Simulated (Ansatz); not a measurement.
# Al(111) with 4 layers of random Al-Li, 2x2: scattering by chemical disorder, part 2 of 2

How strongly does chemical disorder scatter in Al(111) with 4 layers of random Al-Li, 2x2?

Ansatz 0.2.0; Ansatz plane-wave DFT, PBE, PAW files; ballistic transport by layer matching (Landauer), zero bias; PAW set soft_1.

So far. Step 2 (With 4 alloy layers): Over the solved energies the transmission per spin lies between 3.08 and 3.26, out of 5.42 channels of the lead on average (up to 5.59).

## Step 3: With 8 alloy layers

System of this step: Al(111) with 8 layers of random Al-Li, 2x2. The cell holds 56 atoms: 48 Al and 8 Li. Cell: a = 5.725 Å, b = 5.725 Å, c = 32.761 Å, α = 87.5°, β = 92.5°, γ = 120.0°. It derives from Al. Regions: lead, 24 atoms (24 Al); scattering region, 32 atoms (24 Al and 8 Li). The structure is stacked along c, and the current runs across the ab planes.

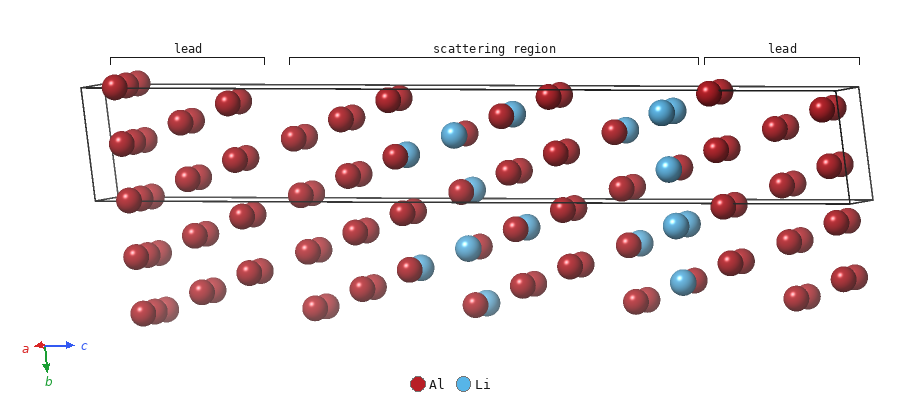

The cell of this step (aluminium red, lithium blue). 1×2×1 cells are drawn. Some periodic images of atoms are drawn too.

Contents of input.yaml:

```yaml
crystal:
  lattice:
    - [5.7246940741, 0.0, 0.0]
    - [-2.862347037, 4.957730497, 0.0]
    - [-1.4311735185, 0.8262884162, 32.7193519684]
  atoms:
    - { symbol: Al, position: [0.005952381, 0.994047619, 0.0357142857] }
    - { symbol: Al, position: [0.005952381, 0.494047619, 0.0357142857] }
    - { symbol: Al, position: [0.505952381, 0.994047619, 0.0357142857] }
    - { symbol: Al, position: [0.505952381, 0.494047619, 0.0357142857] }
    - { symbol: Al, position: [0.1845238095, 0.3154761905, 0.1071428571] }
    - { symbol: Al, position: [0.1845238095, 0.8154761905, 0.1071428571] }
    - { symbol: Al, position: [0.6845238095, 0.3154761905, 0.1071428571] }
    - { symbol: Al, position: [0.6845238095, 0.8154761905, 0.1071428571] }
    - { symbol: Al, position: [0.3630952381, 0.1369047619, 0.1785714286] }
    - { symbol: Al, position: [0.3630952381, 0.6369047619, 0.1785714286] }
    - { symbol: Al, position: [0.8630952381, 0.1369047619, 0.1785714286] }
    - { symbol: Al, position: [0.8630952381, 0.6369047619, 0.1785714286] }
    - { symbol: Al, position: [0.0416666667, 0.9583333333, 0.25] }
    - { symbol: Al, position: [0.0416666667, 0.4583333333, 0.25] }
    - { symbol: Al, position: [0.5416666667, 0.9583333333, 0.25] }
    - { symbol: Al, position: [0.5416666667, 0.4583333333, 0.25] }
    - { symbol: Al, position: [0.2202380952, 0.2797619048, 0.3214285714] }
    - { symbol: Al, position: [0.2202380952, 0.7797619048, 0.3214285714] }
    - { symbol: Al, position: [0.7202380952, 0.2797619048, 0.3214285714] }
    - { symbol: Al, position: [0.7202380952, 0.7797619048, 0.3214285714] }
    - { symbol: Al, position: [0.3988095238, 0.1011904762, 0.3928571429] }
    - { symbol: Li, position: [0.3988095238, 0.6011904762, 0.3928571429] }
    - { symbol: Al, position: [0.8988095238, 0.1011904762, 0.3928571429] }
    - { symbol: Al, position: [0.8988095238, 0.6011904762, 0.3928571429] }
    - { symbol: Li, position: [0.0773809524, 0.9226190476, 0.4642857143] }
    - { symbol: Al, position: [0.0773809524, 0.4226190476, 0.4642857143] }
    - { symbol: Al, position: [0.5773809524, 0.9226190476, 0.4642857143] }
    - { symbol: Li, position: [0.5773809524, 0.4226190476, 0.4642857143] }
    - { symbol: Li, position: [0.255952381, 0.244047619, 0.5357142857] }
    - { symbol: Al, position: [0.255952381, 0.744047619, 0.5357142857] }
    - { symbol: Al, position: [0.755952381, 0.244047619, 0.5357142857] }
    - { symbol: Al, position: [0.755952381, 0.744047619, 0.5357142857] }
    - { symbol: Al, position: [0.4345238095, 0.0654761905, 0.6071428571] }
    - { symbol: Al, position: [0.4345238095, 0.5654761905, 0.6071428571] }
    - { symbol: Al, position: [0.9345238095, 0.0654761905, 0.6071428571] }
    - { symbol: Al, position: [0.9345238095, 0.5654761905, 0.6071428571] }
    - { symbol: Al, position: [0.1130952381, 0.8869047619, 0.6785714286] }
    - { symbol: Li, position: [0.1130952381, 0.3869047619, 0.6785714286] }
    - { symbol: Al, position: [0.6130952381, 0.8869047619, 0.6785714286] }
    - { symbol: Al, position: [0.6130952381, 0.3869047619, 0.6785714286] }
    - { symbol: Li, position: [0.2916666667, 0.2083333333, 0.75] }
    - { symbol: Al, position: [0.2916666667, 0.7083333333, 0.75] }
    - { symbol: Li, position: [0.7916666667, 0.2083333333, 0.75] }
    - { symbol: Li, position: [0.7916666667, 0.7083333333, 0.75] }
    - { symbol: Al, position: [0.4702380952, 0.0297619048, 0.8214285714] }
    - { symbol: Al, position: [0.4702380952, 0.5297619048, 0.8214285714] }
    - { symbol: Al, position: [0.9702380952, 0.0297619048, 0.8214285714] }
    - { symbol: Al, position: [0.9702380952, 0.5297619048, 0.8214285714] }
    - { symbol: Al, position: [0.1488095238, 0.8511904762, 0.8928571429] }
    - { symbol: Al, position: [0.1488095238, 0.3511904762, 0.8928571429] }
    - { symbol: Al, position: [0.6488095238, 0.8511904762, 0.8928571429] }
    - { symbol: Al, position: [0.6488095238, 0.3511904762, 0.8928571429] }
    - { symbol: Al, position: [0.3273809524, 0.1726190476, 0.9642857143] }
    - { symbol: Al, position: [0.3273809524, 0.6726190476, 0.9642857143] }
    - { symbol: Al, position: [0.8273809524, 0.1726190476, 0.9642857143] }
    - { symbol: Al, position: [0.8273809524, 0.6726190476, 0.9642857143] }
kpoints:
  mp_grid: { grid: [5, 5, 1] }
hamiltonian:
  xc: pbe
  pseudopotentials: { kind: paw, azcp: { folder: soft_1 } }
scf:
  occupations: { method: fermi_dirac, width: 0.1 }
output:
  transmission:
    leads: [[0, 4]]
    kmesh: [10, 10]
    e_range: [-0.05, 0.05]
    de: 0.05
  write_potential: true
  write_density: true
  volumetric_format: npy
```

Run with:

```
> ansatz run input.yaml --threads 4 --pin off --max-ram 15360MiB --backend cpu --events-out ev --progress --plain --runs-dir out
```

Numbers of over 12 decimals in the logs are rounded to 6 here.

What it wrote:

```text
[...]
Crystal: 56 atoms, lattice volume = 928.624 Å³
Basis set: ecut = 420 eV, 18271 PW (Γ)
Bands: 140, of which v1, the nominal top of the filled ones, is band 84 counted from 1 (83 counted from 0)
Symmetry: 1 space group operations
[...]
k-points: 13 of 25 (time reversal used)
[...]
SCF iter   1: F=—  HF=-27443.391726 eV  |F-HF|=—  |Δ(HF+E_count)|=         —  Δρ=2.23e-2  dr2=6.36e1  ethr=3.10e-3  ⟨swp⟩=7.7  Hψ=9441  notcnv=0  defer=112
[...]
SCF iter   9: F=-27439.934943 eV  HF=-27439.934943 eV  |F-HF|=1.24e-9  |Δ(HF+E_count)|=   4.58e-9  Δρ=2.13e-7  dr2=1.82e-9  ethr=5.95e-11  ⟨swp⟩=2.0  Hψ=2543  notcnv=0
SCF 1 converged in 9 iterations: F = -27439.934943 eV  dr2 = 1.82e-9
[...]
transmission: 222 of 2132 steps passed
transmission: 432 of 2132 steps passed
[...]
transmission: 2132 of 2132 steps passed
SCF converged after 9 iterations
Free energy (F): -27439.934943 eV
[...]
Internal energy: -27439.205834 eV  (E = F + TS)
E sigma→0 (E₀):  -27439.570389 eV
Entropy (-TS):   -0.729109 eV (-13.020 meV/atom)
Fermi energy:    6.986595 eV
[...]
--- Band table (eV; the first three rows and the last of 13) ---
  k-point 0: bands = [... 80 lower, 5.6745, 5.7751, 5.8697, 5.9138, 5.9483, 6.1683, 6.1793, 6.4022, ... 52 higher]
  k-point 1: bands = [... 80 lower, 6.0414, 6.1313, 6.2007, 6.3065, 6.3934, 6.5378, 6.6423, 6.7072, ... 52 higher]
  k-point 2: bands = [... 80 lower, 7.0245, 7.0830, 7.1225, 7.1848, 7.2236, 7.2771, 7.3386, 7.4197, ... 52 higher]
  k-point 12: bands = [... 80 lower, 6.6358, 6.7207, 6.8553, 6.9769, 7.0908, 7.1295, 7.1735, 7.2381, ... 52 higher]
--- Transmission ---
  basis      : 253 plane waves across, 41 finite elements along
  points     : 52, standing for a mesh of 10 x 10
[...]
channels       : 5.530000e0 a spin
[...]
junction   : crystal 0 to crystal 0, 3.04 to 33.42 Å
    transmission   : 2.429862e0 a spin
[...]
```

Run time: 8.2 min. Hardware: 4 threads of Arm Neoverse V2, shared host; peak memory 3.1 GiB.

This step gave:

```yaml
free_energy: -27439.9349 eV
energy_at_zero_smearing: -27439.5704 eV
fermi_energy: 6.987 eV
transmission_per_spin_nearest_the_fermi_level: 2.430
step_of_the_lead_s_potential: 15.1 meV
```

Per spin. The transmission, zone mean by energy, zero at the Fermi level:

| energy (eV) | transmission, zone mean |
| --- | --- |
| -0.0500 | 2.38 |
| 0.0000 | 2.43 |
| 0.0500 | 2.46 |

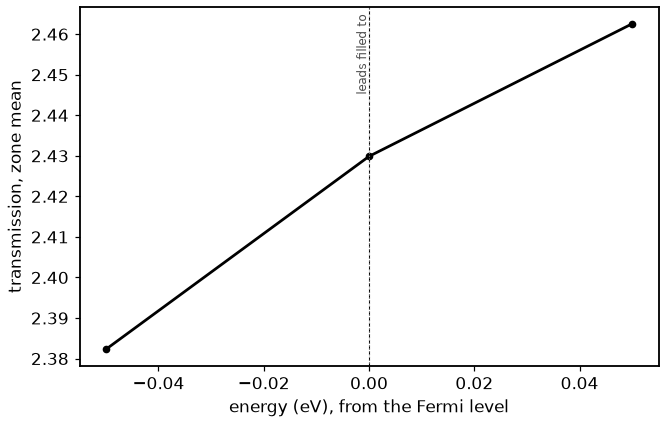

Transmission, zone mean against energy.

Over the solved energies the transmission per spin lies between 2.38 and 2.46, out of 5.47 channels of the lead on average (up to 5.59).

## Step 4: With 12 alloy layers

System of this step: Al(111) with 12 layers of random Al-Li, 2x2. The cell holds 72 atoms: 60 Al and 12 Li. Cell: a = 5.725 Å, b = 5.725 Å, c = 42.068 Å, α = 90.0°, β = 90.0°, γ = 120.0°. It derives from Al. Regions: lead, 24 atoms (24 Al); scattering region, 48 atoms (36 Al and 12 Li). The structure is stacked along c, and the current runs across the ab planes.

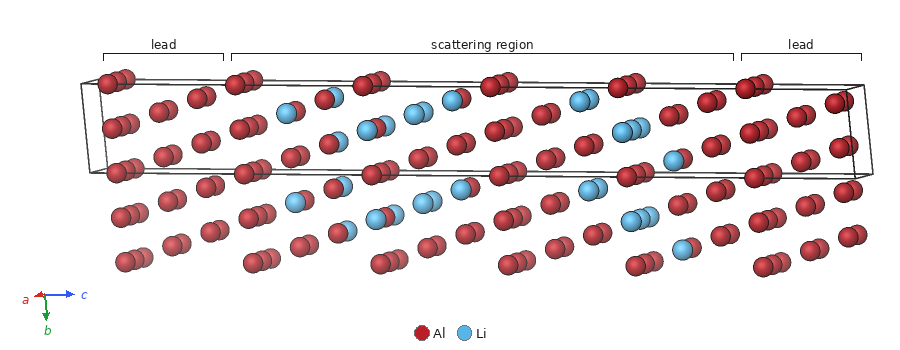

The cell of this step (aluminium red, lithium blue). 1×2×1 cells are drawn. Some periodic images of atoms are drawn too.

Contents of input.yaml:

```yaml
crystal:
  lattice:
    - [5.7246940741, 0.0, 0.0]
    - [-2.862347037, 4.957730497, 0.0]
    - [0.0, 0.0, 42.0677382451]
  atoms:
    - { symbol: Al, position: [0.0, 0.0, 0.0277777778] }
    - { symbol: Al, position: [0.0, 0.5, 0.0277777778] }
    - { symbol: Al, position: [0.5, 0.0, 0.0277777778] }
    - { symbol: Al, position: [0.5, 0.5, 0.0277777778] }
    - { symbol: Al, position: [0.1666666667, 0.3333333333, 0.0833333333] }
    - { symbol: Al, position: [0.1666666667, 0.8333333333, 0.0833333333] }
    - { symbol: Al, position: [0.6666666667, 0.3333333333, 0.0833333333] }
    - { symbol: Al, position: [0.6666666667, 0.8333333333, 0.0833333333] }
    - { symbol: Al, position: [0.3333333333, 0.1666666667, 0.1388888889] }
    - { symbol: Al, position: [0.3333333333, 0.6666666667, 0.1388888889] }
    - { symbol: Al, position: [0.8333333333, 0.1666666667, 0.1388888889] }
    - { symbol: Al, position: [0.8333333333, 0.6666666667, 0.1388888889] }
    - { symbol: Al, position: [0.0, 0.0, 0.1944444444] }
    - { symbol: Al, position: [0.0, 0.5, 0.1944444444] }
    - { symbol: Al, position: [0.5, 0.0, 0.1944444444] }
    - { symbol: Al, position: [0.5, 0.5, 0.1944444444] }
    - { symbol: Al, position: [0.1666666667, 0.3333333333, 0.25] }
    - { symbol: Al, position: [0.1666666667, 0.8333333333, 0.25] }
    - { symbol: Li, position: [0.6666666667, 0.3333333333, 0.25] }
    - { symbol: Al, position: [0.6666666667, 0.8333333333, 0.25] }
    - { symbol: Li, position: [0.3333333333, 0.1666666667, 0.3055555556] }
    - { symbol: Li, position: [0.3333333333, 0.6666666667, 0.3055555556] }
    - { symbol: Al, position: [0.8333333333, 0.1666666667, 0.3055555556] }
    - { symbol: Al, position: [0.8333333333, 0.6666666667, 0.3055555556] }
    - { symbol: Al, position: [0.0, 0.0, 0.3611111111] }
    - { symbol: Li, position: [0.0, 0.5, 0.3611111111] }
    - { symbol: Al, position: [0.5, 0.0, 0.3611111111] }
    - { symbol: Al, position: [0.5, 0.5, 0.3611111111] }
    - { symbol: Li, position: [0.1666666667, 0.3333333333, 0.4166666667] }
    - { symbol: Al, position: [0.1666666667, 0.8333333333, 0.4166666667] }
    - { symbol: Li, position: [0.6666666667, 0.3333333333, 0.4166666667] }
    - { symbol: Al, position: [0.6666666667, 0.8333333333, 0.4166666667] }
    - { symbol: Al, position: [0.3333333333, 0.1666666667, 0.4722222222] }
    - { symbol: Al, position: [0.3333333333, 0.6666666667, 0.4722222222] }
    - { symbol: Li, position: [0.8333333333, 0.1666666667, 0.4722222222] }
    - { symbol: Al, position: [0.8333333333, 0.6666666667, 0.4722222222] }
    - { symbol: Al, position: [0.0, 0.0, 0.5277777778] }
    - { symbol: Al, position: [0.0, 0.5, 0.5277777778] }
    - { symbol: Al, position: [0.5, 0.0, 0.5277777778] }
    - { symbol: Al, position: [0.5, 0.5, 0.5277777778] }
    - { symbol: Al, position: [0.1666666667, 0.3333333333, 0.5833333333] }
    - { symbol: Al, position: [0.1666666667, 0.8333333333, 0.5833333333] }
    - { symbol: Al, position: [0.6666666667, 0.3333333333, 0.5833333333] }
    - { symbol: Al, position: [0.6666666667, 0.8333333333, 0.5833333333] }
    - { symbol: Li, position: [0.3333333333, 0.1666666667, 0.6388888889] }
    - { symbol: Al, position: [0.3333333333, 0.6666666667, 0.6388888889] }
    - { symbol: Li, position: [0.8333333333, 0.1666666667, 0.6388888889] }
    - { symbol: Al, position: [0.8333333333, 0.6666666667, 0.6388888889] }
    - { symbol: Al, position: [0.0, 0.0, 0.6944444444] }
    - { symbol: Li, position: [0.0, 0.5, 0.6944444444] }
    - { symbol: Al, position: [0.5, 0.0, 0.6944444444] }
    - { symbol: Li, position: [0.5, 0.5, 0.6944444444] }
    - { symbol: Al, position: [0.1666666667, 0.3333333333, 0.75] }
    - { symbol: Al, position: [0.1666666667, 0.8333333333, 0.75] }
    - { symbol: Al, position: [0.6666666667, 0.3333333333, 0.75] }
    - { symbol: Li, position: [0.6666666667, 0.8333333333, 0.75] }
    - { symbol: Al, position: [0.3333333333, 0.1666666667, 0.8055555556] }
    - { symbol: Al, position: [0.3333333333, 0.6666666667, 0.8055555556] }
    - { symbol: Al, position: [0.8333333333, 0.1666666667, 0.8055555556] }
    - { symbol: Al, position: [0.8333333333, 0.6666666667, 0.8055555556] }
    - { symbol: Al, position: [0.0, 0.0, 0.8611111111] }
    - { symbol: Al, position: [0.0, 0.5, 0.8611111111] }
    - { symbol: Al, position: [0.5, 0.0, 0.8611111111] }
    - { symbol: Al, position: [0.5, 0.5, 0.8611111111] }
    - { symbol: Al, position: [0.1666666667, 0.3333333333, 0.9166666667] }
    - { symbol: Al, position: [0.1666666667, 0.8333333333, 0.9166666667] }
    - { symbol: Al, position: [0.6666666667, 0.3333333333, 0.9166666667] }
    - { symbol: Al, position: [0.6666666667, 0.8333333333, 0.9166666667] }
    - { symbol: Al, position: [0.3333333333, 0.1666666667, 0.9722222222] }
    - { symbol: Al, position: [0.3333333333, 0.6666666667, 0.9722222222] }
    - { symbol: Al, position: [0.8333333333, 0.1666666667, 0.9722222222] }
    - { symbol: Al, position: [0.8333333333, 0.6666666667, 0.9722222222] }
kpoints:
  mp_grid: { grid: [5, 5, 1] }
hamiltonian:
  xc: pbe
  pseudopotentials: { kind: paw, azcp: { folder: soft_1 } }
scf:
  occupations: { method: fermi_dirac, width: 0.1 }
output:
  transmission:
    leads: [[0, 4]]
    kmesh: [10, 10]
    e_range: [-0.05, 0.05]
    de: 0.05
  write_potential: true
  write_density: true
  volumetric_format: npy
```

What it wrote:

```text
[...]
Crystal: 72 atoms, lattice volume = 1193.945 Å³
Basis set: ecut = 420 eV, 23469 PW (Γ)
Bands: 180, of which v1, the nominal top of the filled ones, is band 108 counted from 1 (107 counted from 0)
Symmetry: 1 space group operations
[...]
k-points: 13 of 25 (time reversal used)
[...]
SCF iter   1: F=—  HF=-34714.255603 eV  |F-HF|=—  |Δ(HF+E_count)|=         —  Δρ=2.20e-2  dr2=1.14e2  ethr=3.10e-3  ⟨swp⟩=7.5  Hψ=12201  notcnv=0  defer=178
[...]
SCF iter   9: F=-34709.845460 eV  HF=-34709.845460 eV  |F-HF|=1.57e-9  |Δ(HF+E_count)|=   4.20e-9  Δρ=1.88e-7  dr2=2.06e-9  ethr=4.63e-11  ⟨swp⟩=2.0  Hψ=3137  notcnv=0
SCF 1 converged in 9 iterations: F = -34709.845460 eV  dr2 = 2.06e-9
[...]
transmission: 273 of 2704 steps passed
transmission: 549 of 2704 steps passed
[...]
transmission: 2704 of 2704 steps passed
SCF converged after 9 iterations
Free energy (F): -34709.845460 eV
[...]
Internal energy: -34708.901673 eV  (E = F + TS)
E sigma→0 (E₀):  -34709.373567 eV
Entropy (-TS):   -0.943787 eV (-13.108 meV/atom)
Fermi energy:    6.824591 eV
[...]
--- Band table (eV; the first three rows and the last of 13) ---
  k-point 0: bands = [... 104 lower, 5.6385, 5.6909, 5.7208, 5.7593, 5.8074, 5.9353, 6.0616, 6.1369, ... 68 higher]
  k-point 1: bands = [... 104 lower, 5.9470, 6.0110, 6.0902, 6.1710, 6.2963, 6.3651, 6.4054, 6.5146, ... 68 higher]
  k-point 2: bands = [... 104 lower, 6.9316, 6.9690, 6.9951, 7.0320, 7.0468, 7.0969, 7.1355, 7.2534, ... 68 higher]
  k-point 12: bands = [... 104 lower, 6.6121, 6.7450, 6.8055, 6.8445, 6.8866, 6.9186, 6.9423, 7.0306, ... 68 higher]
--- Transmission ---
  basis      : 253 plane waves across, 52 finite elements along
  points     : 52, standing for a mesh of 10 x 10
[...]
channels       : 5.530000e0 a spin
[...]
junction   : crystal 0 to crystal 0, 0.70 to 40.43 Å
    transmission   : 2.075352e0 a spin
[...]
```

Wall time 11 min (4 threads); peak memory 4.9 GiB; 37 min of CPU time.

This step gave:

- free energy: -34709.8455 eV
- energy at zero smearing: -34709.3736 eV
- Fermi energy: 6.825 eV
- transmission per spin nearest the Fermi level: 2.075
- step of the lead's potential: 12 meV

Per spin. Transmission, zone mean against energy, zero at the Fermi level:

| energy (eV) | transmission, zone mean |
| --- | --- |
| -0.0500 | 2.06 |
| 0.0000 | 2.08 |
| 0.0500 | 2.08 |

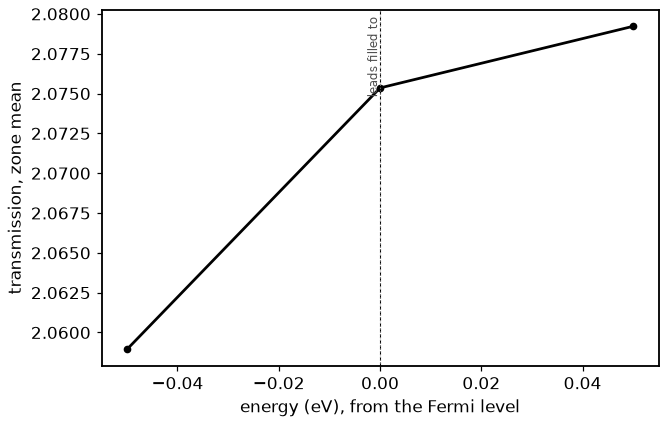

Transmission, zone mean against energy.

Over the solved energies the transmission per spin lies between 2.06 and 2.08, out of 5.47 channels of the lead on average (up to 5.59).

## Step 5: Resistance against length

This step: Ansatz plane-wave DFT, PBE, PAW files; ballistic transport by layer matching (Landauer), zero bias; residual resistivity from the slope of the area resistance, atoms on the host's lattice; PAW set soft_1 (Ansatz 0.2.0).

This step gave:

| Item | Value |
| --- | --- |
| resistivity | 33.39 µΩ cm |
| intercept | 0.1806 fΩ m² |
| scatter about the fit | 0.02551 fΩ m² |

Resistance, by row:

| run | length (Å) | T | channels N | RA (fΩ m²) |
| --- | --- | --- | --- | --- |
| n4 | 9.348 | 3.185 | 5.423 | 0.4747 |
| n8 | 18.7 | 2.425 | 5.47 | 0.8409 |
| n12 | 28.05 | 2.071 | 5.47 | 1.099 |

Table of area resistance by length of the alloy:

| length of the alloy (Å) | area resistance (fΩ m²) |
| --- | --- |
| 9.35 | 0.475 |
| 18.70 | 0.841 |
| 28.05 | 1.10 |

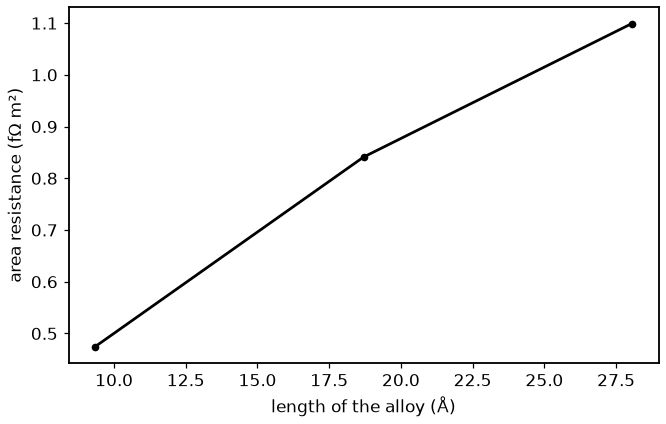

Area resistance, plotted against length of the alloy.

The area resistance goes from 0.47 to 1.1 fΩ m² between 9.3 and 28.0 Å, a slope of 33 µΩ cm.

By hand from the end points: (1.099 − 0.4747) fΩ m² / (28.05 − 9.35) Å = 33 µΩ cm, since 1 fΩ m² per Å is 1000 µΩ cm.

## Step 6: What came out

| Property | Result |
| --- | --- |
| resistivity from the slope | 33.4 µΩ cm |
| area resistance over 9.35 Å | 0.475 fΩ m² |
| area resistance over 18.7 Å | 0.841 fΩ m² |
| area resistance over 28.0 Å | 1.10 fΩ m² |

In words: The slope gives 33 µΩ cm. The points scatter by 0.026 fΩ m² about the line, with one random draw a length in a 2x2 cell, so the slope is a rough value. Read with a model of isotropic scattering on a spherical Fermi surface and the lead's 1.5×10¹⁵ S/m², this slope means a mean free path near 15 Å; over these lengths the model's slope is within 3 % of its bulk resistivity. The atoms sit on the host's lattice, so scattering by size misfit is left out.

[Logs are printed without paths, hosts, clocks, repeated set-up lines and the standing remarks that a program may print on its own settings, such as how far it seeks lower states.]

[Hosts, paths, dates, database ids (printed as entryN), source tags and the programs' standing remarks are cut or masked in the printed files.]
